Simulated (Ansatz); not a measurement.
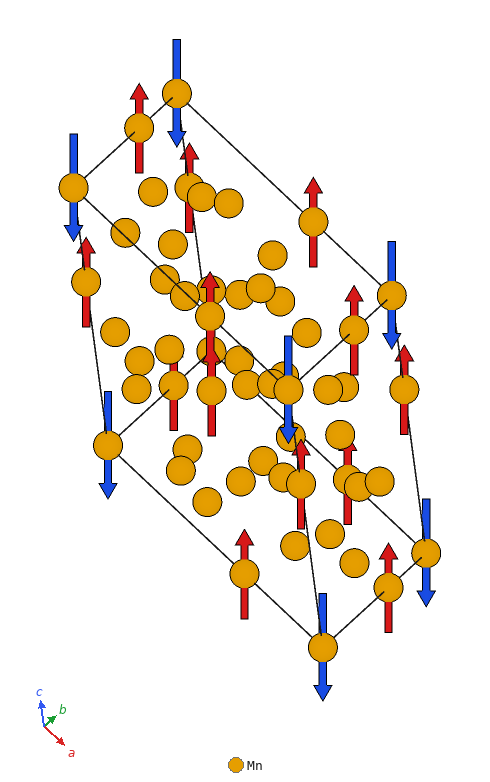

Crystal structure, spheres-only style, seen slightly off an axis. The simulation cell is drawn as a box. Arrows are the site magnetic moments above 0.25 μB; longer means larger, and red and blue are up and down (without spin-orbit coupling the axis itself is arbitrary).

This is the state reached for Mn. Level of theory and settings: DFT LDA, scalar-relativistic, plane waves, PAW (Ansatz), a plane-wave cutoff of 600 eV, k-points on a 4×4×4 grid, Gaussian smearing of 0.05 eV, collinear spins.

> Describe the spin arrangement.

Ferrimagnetic (within this cell). Site moments: 4 Mn +0.4 μB and 1 Mn −0.9 μB. The net spin moment of the whole cell is 0.5 μB.

The initial geometry was a structure type known for this element. The final geometry of a relaxation with DFT LDA, scalar-relativistic, plane waves, PAW in Ansatz 0.2.0 is shown.
